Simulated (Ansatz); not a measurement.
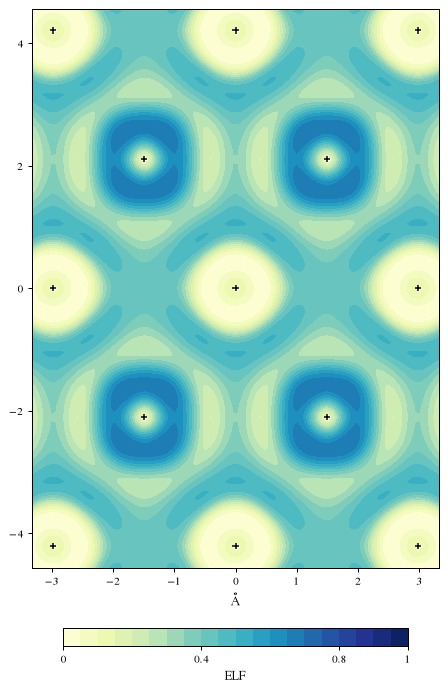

The electron localisation function on a plane through atoms (crosses mark nuclei in the plane).

Level of theory: DFT PBEsol, scalar-relativistic, plane waves, PAW in Ansatz.

Candidates:
A. Rh, a = 3.78 Å, b = 3.78 Å, c = 3.78 Å, α = 90.00°, β = 90.00°, γ = 90.00°. Space group Fm-3m; computed without spin polarisation.
B. AlRu, a = 2.98 Å, b = 2.98 Å, c = 2.98 Å, α = 90.00°, β = 90.00°, γ = 90.00°. Space group Pm-3m; computed without spin polarisation.
C. I, a = 3.00 Å, b = 3.00 Å, c = 5.23 Å, α = 90.00°, β = 90.00°, γ = 90.00°. Space group I4/mmm; a structure from a database of computed crystals, not necessarily the ambient phase; computed pressure about 25 GPa in this cell; computed without spin polarisation.

> Which system is this?

Candidate B: AlRu on the (101̄) plane of the conventional cell, which holds Al and Ru. Al–Ru (2.58 Å): the ELF is about 0.40 at the midpoint.
